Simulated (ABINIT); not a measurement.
## Phonons q calculation of Zr (part 1 of 2)

The run: phonons q calculation of Zr (2 atoms in the cell). Method and program: Kohn-Sham DFT of a periodic cell, PBE, PseudoDojo NC SR PBE v0.4.1 standard, no spin polarisation (ABINIT 10.8.3).

The structure derives from an entry of the Crystallography Open Database.

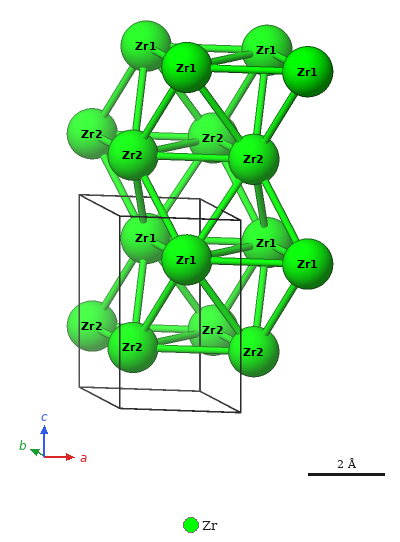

*The structure as given in the input (ball-and-stick view of the cell of the calculation, repeated 2 × 2 × 2, seen slightly off an axis; atoms are numbered from 1 in the order of the input). An atom can appear more than once, as a periodic image.*

Near neighbours in the periodic cell (some may lie outside the picture): Zr has 12 Zr at 3.19 to 3.24 Å.

### The input
```
ndtset 2

pp_dirpath "./"
pseudos "Zr.upf"

acell 6.1228376114 6.1228375927 9.7440489571
rprim
     1.0000000000     0.0000000000     0.0000000000
    -0.5000000000     0.8660254038     0.0000000000
     0.0000000000     0.0000000000     1.0000000000
ntypat 1
znucl 40
natom 2
typat 1 1
chkprim 0
chksymtnons 0
tolsym 1.0e-6
xred
            2/3            1/3            3/4
            1/3            2/3            1/4

ecut 33.0
ecutsm 0.5

ngkpt 10 10 6
nshiftk 1
shiftk 0.0 0.0 0.0

ixc 11

nband 20
occopt 3
tsmear 0.1 eV

nstep 80

prteig 0
prtebands 0
prtwf 0
prtden 0
prtpot 0

kptopt1 1
tolvrs1 1.0e-15
prtwf1 1
tolwfr1 1.0e-14
nbdbuf1 4
nline1 6

rfphon2 1
rfatpol2 1 2
rfdir2 1 1 1
getwfk2 1
kptopt2 3
nqpt2 1
qpt2 1/2 0.0 0.0
tolvrs2 1.0e-10
```

Run on 4 threads of Intel Xeon (Granite Rapids), 192 GiB of memory available, shared host.

Run as:
```bash
mpirun --bind-to none -np 4 abinit run.abi > log 2>&1
```

### Output
```
.Version 10.8.3 of ABINIT
 DATASET    1 : space group P6_3/m m c (#194); Bravais hP (primitive hexag.)
================================================================================
 Values of the parameters that define the memory need for DATASET  1.
     intxc =       0    ionmov =       0      iscf =       7    lmnmax =       6
     lnmax =       6     mgfft =      54  mpssoang =       3    mqgrid =    3001
     natom =       2  nloc_mem =       1    nspden =       1   nspinor =       1
    nsppol =       1      nsym =      24    n1xccc =    2501    ntypat =       1
    occopt =       3   xclevel =       2
       mpw =        2888          nfft =       55296          nkpt =          56
================================================================================
================================================================================

 DATASET    2 : space group P6_3/m m c (#194); Bravais hP (primitive hexag.)
================================================================================
 Values of the parameters that define the memory need for DATASET  2 (RF).
     intxc =       0      iscf =       7    lmnmax =       6     lnmax =       6
     mgfft =      54  mpssoang =       3    mqgrid =    3001     natom =       2
  nloc_mem =       1    nspden =       1   nspinor =       1    nsppol =       1
      nsym =      24    n1xccc =    2501    ntypat =       1    occopt =       3
   xclevel =       2
      nfft =       55296          nkpt =         600
================================================================================
================================================================================

--------------------------------------------------------------------------------
------------- Echo of variables that govern the present computation ------------
--------------------------------------------------------------------------------
 -outvars: echo values of preprocessed input variables --------
            acell      6.1228376114E+00  6.1228375927E+00  9.7440489571E+00 Bohr
              amu      9.12240000E+01
          chkprim           0
      chksymtnons           0
             ecut      3.30000000E+01 Hartree
           ecutsm      5.00000000E-01 Hartree
           getwfk1          0
           getwfk2          1
                       outvar_i_n : Printing only first  50 k-points.
              ixc          11
           jdtset        1    2
                       outvar_i_n : Printing only first  50 k-points.
           kptopt1          1
           kptopt2          3
         kptrlatt       10    0    0      0   10    0      0    0    6
          kptrlen      5.84642937E+01
            natom           2
            nband1         20
            nband2         20
           nbdbuf1          4
           nbdbuf2          2
           ndtset           2
            ngfft          32      32      54
             nkpt1         56
             nkpt2        600
            nline1          6
            nline2          4
             nqpt1          0
             nqpt2          1
            nstep          80
             nsym          24
           ntypat           1
                       prtocc : prtvol=0, do not print more k-points.
                       prtocc : prtvol=0, do not print more k-points.
           occopt           3
        optdriver1          0
        optdriver2          1
           prtden           0
        prtebands           0
           prteig           0
            prtwf1          1
            prtwf2          0
              qpt1     0.00000000E+00  0.00000000E+00  0.00000000E+00
              qpt2     5.00000000E-01  0.00000000E+00  0.00000000E+00
           rfphon1          0
           rfphon2          1
            rprim      1.0000000000E+00  0.0000000000E+00  0.0000000000E+00
                      -5.0000000000E-01  8.6602540380E-01  0.0000000000E+00
                       0.0000000000E+00  0.0000000000E+00  1.0000000000E+00
          spgroup         194
           tolsym      1.00000000E-06
           tolvrs1     1.00000000E-15
           tolvrs2     1.00000000E-10
           tolwfr1     1.00000000E-14
           tolwfr2     0.00000000E+00
           tsmear      3.67493222E-03 Hartree
            typat      1  1
                       outvars : Printing only first  50 k-points.
           xangst      1.6200330656E+00  9.3532652270E-01  3.8672464849E+00
                       3.2985381587E-09  1.8706530454E+00  1.2890821616E+00
            xcart      3.0614188088E+00  1.7675109662E+00  7.3080367178E+00
                       6.2333337358E-09  3.5350219324E+00  2.4360122393E+00
             xred      6.6666666667E-01  3.3333333333E-01  7.5000000000E-01
                       3.3333333333E-01  6.6666666667E-01  2.5000000000E-01
            znucl       40.00000

================================================================================

 chkinp: Checking input parameters for consistency, jdtset=   1.

 chkinp: Checking input parameters for consistency, jdtset=   2.

================================================================================
== DATASET  1 ==================================================================

--- !DatasetInfo
iteration_state: {dtset: 1, }
dimensions: {natom: 2, nkpt: 56, mband: 20, nsppol: 1, nspinor: 1, nspden: 1, mpw: 2888, }
cutoff_energies: {ecut:  33.0, pawecutdg:  -1.0, }
electrons: {nelect:   2.40000000E+01, charge:   0.00000000E+00, occopt:   3.00000000E+00, tsmear:   3.67493222E-03, }
meta: {optdriver: 0, ionmov: 0, optcell: 0, iscf: 7, paral_kgb: 0, }
...

 Exchange-correlation functional for the present dataset will be:
  GGA: Perdew-Burke-Ernzerhof functional - ixc=11
  J.P.Perdew, K.Burke, M.Ernzerhof, PRL 77, 3865 (1996)

 Real(R)+Recip(G) space primitive vectors, cartesian coordinates (Bohr,Bohr^-1):
 R(1)=  6.1228376  0.0000000  0.0000000  G(1)=  0.1633230  0.0942946  0.0000000
 R(2)= -3.0614188  5.3025329  0.0000000  G(2)=  0.0000000  0.1885891  0.0000000
 R(3)=  0.0000000  0.0000000  9.7440490  G(3)=  0.0000000  0.0000000  0.1026267
 Unit cell volume ucvol=  3.1635563E+02 bohr^3
 Angles (23,13,12)=  9.00000000E+01  9.00000000E+01  1.20000000E+02 degrees

 getcut: wavevector=  0.0000  0.0000  0.0000  ngfft=  32  32  54
         ecut(hartree)=     33.000   => boxcut(ratio)=   2.02104

--- Pseudopotential description ------------------------------------------------
- pspini: atom type   1  psp file is ./Zr.upf
  40.00000  12.00000  171031                  znucl, zion, pspdat
12 -101130 2 -1 1622                          pspcod,pspxc,lmax,lloc,mmax
     nproj     2     2     2

   9.02339628E+02                                ecore*ucvol(ha*bohr**3)
--------------------------------------------------------------------------------

================================================================================

--- !BeginCycle
iteration_state: {dtset: 1, }
solver: {iscf: 7, nstep: 80, nline: 6, wfoptalg: 0, }
tolerances: {tolwfr: 1.00E-14, tolvrs: 1.00E-15, }
...

     iter   Etot(hartree)      deltaE(h)  residm     vres2
 ETOT  1  -101.19548799641    -1.012E+02 4.170E-02 2.497E+01
 ETOT  2  -101.24263508402    -4.715E-02 6.499E-06 2.222E+00
 ETOT  3  -101.24316558193    -5.305E-04 1.180E-05 4.567E-03
 ETOT  4  -101.24316645566    -8.737E-07 1.653E-08 6.336E-05
 ETOT  5  -101.24316647058    -1.492E-08 4.152E-10 1.284E-06
 ETOT  6  -101.24316647089    -3.025E-10 9.518E-12 2.835E-08
 ETOT  7  -101.24316647089    -8.157E-12 2.176E-13 3.028E-10
 ETOT  8  -101.24316647089     7.674E-13 9.556E-15 1.869E-11
 ETOT  9  -101.24316647089    -1.137E-13 9.880E-15 9.238E-13
 ETOT 10  -101.24316647089     8.527E-14 9.630E-15 5.976E-14
 ETOT 11  -101.24316647089     7.958E-13 9.688E-15 2.527E-15
 ETOT 12  -101.24316647089     2.842E-13 9.703E-15 1.200E-18

 At SCF step   12  max residual=  9.70E-15 < tolwfr=  1.00E-14 AND vres2   =  1.20E-18 < tolvrs=  1.00E-15 =>converged.

 Cartesian components of stress tensor (hartree/bohr^3)
  sigma(1 1)=  9.23179650E-06  sigma(3 2)=  0.00000000E+00
  sigma(2 2)=  9.23185130E-06  sigma(3 1)=  0.00000000E+00
  sigma(3 3)= -1.04917629E-05  sigma(2 1)= -1.59144452E-11

--- !ResultsGS
iteration_state: {dtset: 1, }
comment   : Summary of ground state results
lattice_vectors:
- [  6.1228376,   0.0000000,   0.0000000, ]
- [ -3.0614188,   5.3025329,   0.0000000, ]
- [  0.0000000,   0.0000000,   9.7440490, ]
lattice_lengths: [   6.12284,    6.12284,    9.74405, ]
lattice_angles: [ 90.000,  90.000, 120.000, ] # degrees, (23, 13, 12)
lattice_volume:   3.1635563E+02
convergence: {deltae:  2.842E-13, res2:  1.200E-18, residm:  9.703E-15, diffor: null, }
etotal    :  -1.01243166E+02
entropy   :   0.00000000E+00
fermie    :   3.95079986E-01
cartesian_stress_tensor: # hartree/bohr^3
- [  9.23179650E-06,  -1.59144452E-11,   0.00000000E+00, ]
- [ -1.59144452E-11,   9.23185130E-06,   0.00000000E+00, ]
- [  0.00000000E+00,   0.00000000E+00,  -1.04917629E-05, ]
pressure_GPa:  -7.8180E-02
xred      :
- [  6.6667E-01,   3.3333E-01,   7.5000E-01, Zr]
- [  3.3333E-01,   6.6667E-01,   2.5000E-01, Zr]
cartesian_forces: # hartree/bohr
- [  2.81453315E-26,   9.74982881E-27,  -0.00000000E+00, ]
- [ -2.81453315E-26,  -9.74982881E-27,  -0.00000000E+00, ]
force_length_stats: {min:   2.97862191E-26, max:   2.97862191E-26, mean:   2.97862191E-26, }
...

 Integrated electronic density in atomic spheres:
 ------------------------------------------------
 Atom  Sphere_radius  Integrated_density
    1        2.00000          8.40269985
    2        2.00000          8.40269985
================================================================================

 ----iterations are completed or convergence reached----

 Mean square residual over all n,k,spin=   32.560E-16; max=  97.032E-16
 reduced coordinates (array xred) for    2 atoms
       0.666666666667      0.333333333333      0.750000000000
       0.333333333333      0.666666666667      0.250000000000
 rms dE/dt=  1.0340E-25; max dE/dt=  1.3786E-25; dE/dt below (all hartree)
    1      -0.000000000000      0.000000000000      0.000000000000
    2       0.000000000000     -0.000000000000      0.000000000000

 cartesian coordinates (angstrom) at end:
    1      1.62003306555654     0.93532652270315     3.86724648489176
    2      0.00000000329854     1.87065304540629     1.28908216163059

 cartesian forces (hartree/bohr) at end:
    1      0.00000000000000     0.00000000000000    -0.00000000000000
    2     -0.00000000000000    -0.00000000000000    -0.00000000000000
 frms,max,avg= 1.7197082E-26 2.8145331E-26   0.000E+00  0.000E+00  0.000E+00 h/b
```
